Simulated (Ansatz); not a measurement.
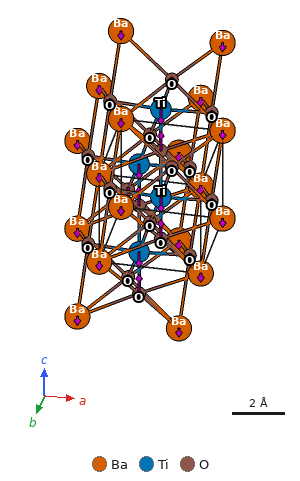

This is a relaxation of a crystal of BaTiO$_{3}$ (set up in P4mm). The starting structure is drawn; purple arrows show the displacements (the part carried along by the change of the cell is left out), 10 times their true length.

A ball-and-stick model of the cell of the calculation, repeated 1 × 2 × 2 with one cell outlined, seen from a free direction.

The run lets cell and atoms move.

The calculation used Kohn-Sham DFT of a periodic cell, PBE, Ansatz PAW (Ansatz).

Input
```yaml
crystal:
  lattice:
    - [3.9998, 0.0, 0.0]
    - [0.0, 3.9998, 0.0]
    - [0.0, 0.0, 4.018]
  atoms:
    - { symbol: Ba, position: [0.0, 0.0, 0.0] }
    - { symbol: Ti, position: [0.5, 0.5, 0.49] }
    - { symbol: O, position: [0.0, 0.5, 0.517] }
    - { symbol: O, position: [0.5, 0.0, 0.517] }
    - { symbol: O, position: [0.5, 0.5, 0.019] }
hamiltonian:
  xc: pbe
  pseudopotentials: { kind: paw }
kpoints:
  mp_grid: { grid: [7, 7, 7] }
scf:
  occupations: { method: fermi_dirac, width: 0.05 }
output:
  forces: true
  stress: true
  eigenvalues: true
relax:
  f_tol: 0.01
  max_steps: 40
  cell: { stress_tol: 0.05 }
```

Run as
```bash
ansatz run input.yaml --threads 2 --pin off --max-ram 5632MiB --backend cpu --events-out ev --progress --plain --runs-dir out
```

**Describe the change and its energy.**

After 9 accepted moves (11 points after the start) the energy has fallen by 41.3 meV per cell of the calculation. The largest force component goes from 0.31 to 0.00072 eV/Å. The pressure goes from 2.43 to 0.01 GPa. At 2 points the geometry stayed and the basis and grid were re-selected for the new cell (energy shift of 10.6 meV per cell of the calculation at most each time). The atom that moves furthest relative to the cell is an O atom (0.091 Å along +c). Largest moves by element: O 0.091 Å, Ti 0.074 Å, Ba 0.044 Å. The volume changes by +3.8 %, with a = b 4.000 → 3.986 Å (−0.3 %), c 4.018 → 4.198 Å (+4.5 %). Near-neighbour distances that change, for instance: O–Ti 2.126 → 2.386 Å, Ba–O 2.884 → 2.989 Å, O–Ti 1.892 → 1.812 Å, Ba–Ti 3.493 → 3.558 Å. Among the angles between lasting bonds that change: Ba–O–Ba 176.9° → 171.3°, Ti–O–Ti 173.8° → 168.5°, O–Ti–O 173.8° → 168.5°. The space group stays P4mm (No. 99). Cost: 22 s on 2 threads of Intel(R) Xeon(R) 6975P-C (Granite Rapids) (shared host), peak memory 0.45 GiB.
